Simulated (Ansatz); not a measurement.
## Two runs on CuI

System: CuI (F-43m, 2 atoms in the cell).
Method of run A: Kohn-Sham DFT of a periodic cell, PBE with D3(BJ), Ansatz PAW, no spin polarisation (Ansatz 0.2.0).

The structure derives from an entry of the Crystallography Open Database. Text and figures count atoms from 1; the logs count them from 0 in places.

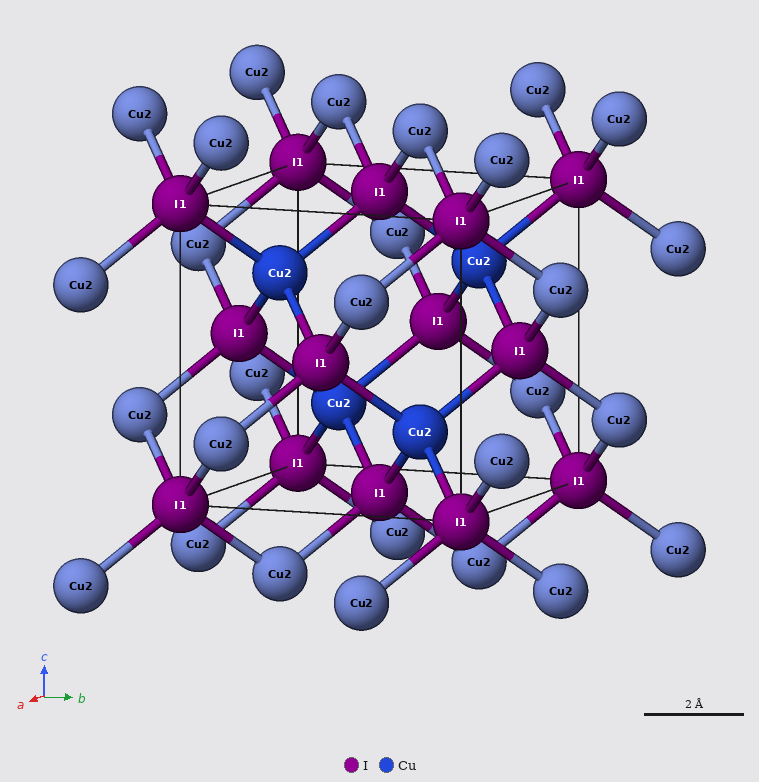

Fig. 1: The structure as given in the input (ball-and-stick view of the cell 4 times as large as that of the calculation, set on its symmetry axes, seen slightly off an axis; neighbours outside the cell are drawn fainter; atoms are numbered from 1 in the order of the input).

### The input, run A
```yaml
crystal:
  lattice:
    - [0.0, 3.0909562712, 3.0909562712]
    - [3.0909562712, 0.0, 3.0909562712]
    - [3.0909562712, 3.0909562712, 0.0]
  atoms:
    - { symbol: I, position: [0.0, 0.0, 0.0] }
    - { symbol: Cu, position: [0.75, 0.75, 0.75] }
hamiltonian:
  xc: pbe
  pseudopotentials: { kind: paw }
  dispersion: d3bj
kpoints:
  mp_grid: { grid: [8, 8, 8] }
scf:
  occupations: { method: fermi_dirac, width: 0.05 }
output:
  forces: true
  stress: true
  eigenvalues: true
```

Command:
```bash
ansatz run input.yaml --threads 2 --pin off --max-ram 5120MiB --backend cpu --events-out ev --progress --plain --runs-dir out
```

Hardware: 2 threads of Arm Neoverse V1, 24 GiB of memory available, shared host.

### Output, shortened to warnings, some set-up lines, iterations and results (run A)
```
Basis set: ecut = 420 eV, 1139 PW (Γ), exchange–correlation on 60×60×60 points (8 copies of the dense FFT grid, shifted against one another)
Symmetry: 24 space group operations
k-points: 29 of 512 (time reversal used)
Initial density: superposition of atomic densities (neutral atoms: chi_scale 0, normalization atom), corrected by the library's trained network
[...]
SCF iter   1: F=—  HF=-14138.990256 eV  |F-HF|=—  |Δ(HF+E_count)|=         —  Δρ=1.30e-3  dr2=8.91e-4  ethr=1.77e-3  ⟨swp⟩=6.1  Hψ=3135  notcnv=0
SCF iter   2: F=—  HF=-14138.990503 eV  |F-HF|=—  |Δ(HF+E_count)|=   2.47e-4  Δρ=2.23e-3  dr2=1.82e-3  ethr=2.47e-6  ⟨swp⟩=2.9  Hψ=1546  notcnv=0
SCF iter   3: F=—  HF=-14138.990107 eV  |F-HF|=—  |Δ(HF+E_count)|=   3.96e-4  Δρ=2.40e-4  dr2=2.89e-5  ethr=2.47e-6  ⟨swp⟩=2.1  Hψ=1048  notcnv=0
SCF iter   4: F=—  HF=-14138.990144 eV  |F-HF|=—  |Δ(HF+E_count)|=   3.66e-5  Δρ=6.76e-5  dr2=1.65e-6  ethr=8.02e-8  ⟨swp⟩=2.0  Hψ=900  notcnv=0
SCF iter   5: F=—  HF=-14138.990151 eV  |F-HF|=—  |Δ(HF+E_count)|=   7.79e-6  Δρ=2.04e-5  dr2=2.32e-7  ethr=4.57e-9  ⟨swp⟩=2.0  Hψ=900  notcnv=0
SCF iter   6: F=-14138.990152 eV  HF=-14138.990152 eV  |F-HF|=1.21e-8  |Δ(HF+E_count)|=   6.05e-7  Δρ=3.85e-6  dr2=6.93e-9  ethr=2.78e-10  ⟨swp⟩=7.0  Hψ=3068  notcnv=0
SCF 1 converged in 6 iterations: F = -14138.990152 eV  dr2 = 6.93e-9
SCF converged after 6 iterations
Free energy (F): -14138.990152 eV
Harris-Foulkes:  -14138.990152 eV  (|F-HF|=1.21e-8)
Internal energy: -14138.990151 eV  (E = F + TS)
E sigma→0 (E₀):  -14138.990152 eV
Entropy (-TS):   -0.000001 eV (-0.000 meV/atom)
Fermi energy:    7.871165 eV
--- Per-component energies (eV) ---
  E_band       = -890.020887
  E_kinetic    = 488.580853
  E_local      = -7760.357755  (includes V_loc(G=0)·N_el)
  E_nonlocal   = 314.716018
  E_hartree    = 3600.912648
  E_xc         = -214.589490
  E_vxc        = -240.141362  (∫ρ·V_xc dr)
  E_paw        = -6493.388049  (= ΣΔE_a)
  E_vpaw       = -894.640877  (= ΣTr[D̂ρ^β])
  E_aug_tail   = 0.000274  (compensation charges beyond the density's cutoff)
  E_ewald      = -4074.224412
  E_disp       = -0.640238  (pairwise vdW)
  E_smearing   = -0.000001  (= −TS)
  E_closure    = -0.000000  (closes the sum)
  Σ components = -14138.990152   (vs F -14138.990152, Δ=0.00e0)
--- Forces (eV/Å), atoms counted from 1 ---
  atom   1  I     -0.00000000     0.00000000     0.00000000
  atom   2  Cu     0.00000000     0.00000000     0.00000000
  max |Σ_I F_I| component: 1.94e-17 eV/Å
--- Stress (GPa, compression-positive) ---
       -3.723768       0.000000      -0.000000
       -0.000000      -3.723768       0.000000
        0.000000       0.000000      -3.723768
  P = ⅓ Tr σ = -3.7238 GPa (-37.238 kbar)
```

For run B the input was changed thus:
```diff
-  xc: pbe
+  xc: { exchange: slater, correlation: vwn5 }
-  dispersion: d3bj
```

How does run B compare with run A?

The total energies belong to different models, so their difference says nothing on which is more stable or more accurate. The gap on the mesh goes from 0.98 to 0.80 eV. The pressure goes from −3.72 to −6.02 GPa. The functional changes from PBE to one typed by its parts (see the changed lines). The SCF takes 7 iterations against 6.

### Output, shortened to warnings, some set-up lines, iterations and results (run B)
```
Basis set: ecut = 420 eV, 1139 PW (Γ)
Symmetry: 24 space group operations
k-points: 29 of 512 (time reversal used)
Initial density: superposition of atomic densities (neutral atoms: chi_scale 0, normalization atom), corrected by the library's trained network
[...]
SCF iter   1: F=—  HF=-13912.528441 eV  |F-HF|=—  |Δ(HF+E_count)|=         —  Δρ=9.89e-3  dr2=2.56e-2  ethr=1.77e-3  ⟨swp⟩=6.1  Hψ=3149  notcnv=0
SCF iter   2: F=—  HF=-13912.531918 eV  |F-HF|=—  |Δ(HF+E_count)|=   3.48e-3  Δρ=9.87e-3  dr2=4.02e-2  ethr=7.11e-5  ⟨swp⟩=2.1  Hψ=1516  notcnv=0
SCF iter   3: F=—  HF=-13912.521830 eV  |F-HF|=—  |Δ(HF+E_count)|=   1.01e-2  Δρ=3.23e-3  dr2=2.82e-3  ethr=7.11e-5  ⟨swp⟩=2.1  Hψ=1229  notcnv=0
SCF iter   4: F=—  HF=-13912.521425 eV  |F-HF|=—  |Δ(HF+E_count)|=   4.05e-4  Δρ=7.23e-4  dr2=1.29e-4  ethr=7.84e-6  ⟨swp⟩=2.0  Hψ=989  notcnv=0
SCF iter   5: F=—  HF=-13912.521421 eV  |F-HF|=—  |Δ(HF+E_count)|=   3.68e-6  Δρ=8.22e-5  dr2=2.73e-6  ethr=3.58e-7  ⟨swp⟩=2.1  Hψ=889  notcnv=0
SCF iter   6: F=—  HF=-13912.521419 eV  |F-HF|=—  |Δ(HF+E_count)|=   1.67e-6  Δρ=4.42e-6  dr2=7.20e-9  ethr=2.78e-10  ⟨swp⟩=5.1  Hψ=3317  notcnv=0
SCF iter   7: F=-13912.521419 eV  HF=-13912.521419 eV  |F-HF|=1.40e-10  |Δ(HF+E_count)|=   2.46e-9  Δρ=9.00e-7  dr2=2.36e-10  ethr=2.00e-11  ⟨swp⟩=1.9  Hψ=1902  notcnv=0
SCF 1 converged in 7 iterations: F = -13912.521419 eV  dr2 = 2.36e-10
SCF converged after 7 iterations
Free energy (F): -13912.521419 eV
Harris-Foulkes:  -13912.521419 eV  (|F-HF|=1.40e-10)
Internal energy: -13912.521416 eV  (E = F + TS)
E sigma→0 (E₀):  -13912.521418 eV
Entropy (-TS):   -0.000003 eV (-0.001 meV/atom)
Fermi energy:    7.390717 eV
--- Per-component energies (eV) ---
  E_band       = -899.361160
  E_kinetic    = 489.893599
  E_local      = -7768.326930  (includes V_loc(G=0)·N_el)
  E_nonlocal   = 323.330595
  E_hartree    = 3596.387663
  E_xc         = -213.364208
  E_vxc        = -240.293812  (∫ρ·V_xc dr)
  E_paw        = -6267.449825  (= ΣΔE_a)
  E_vpaw       = -896.739916  (= ΣTr[D̂ρ^β])
  E_aug_tail   = 0.000272  (compensation charges beyond the density's cutoff)
  E_ewald      = -4074.224412
  E_core_change = 1.231830  (= ΣΔE_core)
  E_smearing   = -0.000003  (= −TS)
  E_closure    = -0.000000  (closes the sum)
  Σ components = -13912.521419   (vs F -13912.521419, Δ=0.00e0)
--- Forces (eV/Å), atoms counted from 1 ---
  atom   1  I     -0.00000000     0.00000000    -0.00000000
  atom   2  Cu     0.00000000    -0.00000000     0.00000000
  max |Σ_I F_I| component: 2.31e-17 eV/Å
--- Stress (GPa, compression-positive) ---
       -6.024317      -0.000000      -0.000000
        0.000000      -6.024317       0.000000
        0.000000       0.000000      -6.024317
  P = ⅓ Tr σ = -6.0243 GPa (-60.243 kbar)
```

### The two runs side by side

```csv
quantity,run A,run B
outcome,converged,converged
free energy per atom (eV),−7069.4951,−6956.2607
gap on the mesh (eV),0.98,0.80
pressure (GPa),−3.72,−6.02
largest force (eV/Å),0.000,0.000
SCF iterations,6,7
irreducible k-points,29,29
plane waves at Γ,1139,1139
wall time (shared host),1.8 s,2 s
```

For run B: The cell is under a tension of 6.0 GPa at this level, so it is not at its equilibrium volume.
